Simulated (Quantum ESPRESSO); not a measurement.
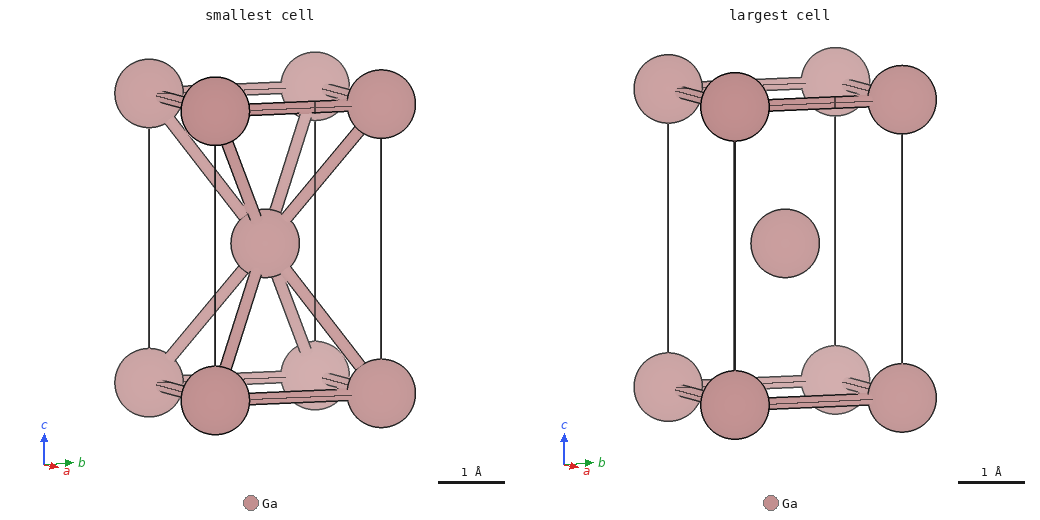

Ga, space group I4/mmm (No. 139), relaxed (cell and atoms, zero pressure) with five choices of dispersion term on top of PBEsol; the smallest and the largest of the relaxed conventional cells are drawn to one scale (sticks follow a distance rule). The start was a structure listed in the Materials Project. This isn't the form of Ga at room conditions, which is orthorhombic.

Alike in all runs: Quantum ESPRESSO 7.5; functional PBEsol; potentials GBRV 1.5 PBEsol; cutoff 762 eV; k mesh 13 × 13 × 13 on the run's cell of 1 atom; occupations fermi-dirac, width 0.05 eV; no spin polarisation; no spin-orbit coupling. All runs are metallic.

| level | volume (Å³/atom) | a (Å) | c (Å) |
| --- | --- | --- | --- |
| rVV10 | 16.99 | 2.751 | 4.490 |
| D4 | 16.90 | 2.750 | 4.470 |
| D3 | ? | ? | ? |
| D3(BJ) | 16.84 | 2.745 | 4.470 |
| none | 17.61 | 2.765 | 4.608 |

**What does D3 give?**

Volume 17.19 Å³/atom; a 2.771 Å; c 4.478 Å. That is between rVV10 and none in volume.

**Order the levels by the relaxed volume, smallest first.**

D3(BJ) (16.84 Å³/atom), D4 (16.90 Å³/atom), rVV10 (16.99 Å³/atom), D3 (17.19 Å³/atom), none (17.61 Å³/atom). Rows within a few tenths of a per cent can't be told apart.

Caveat: pairwise dispersion terms can overbind metals strongly.
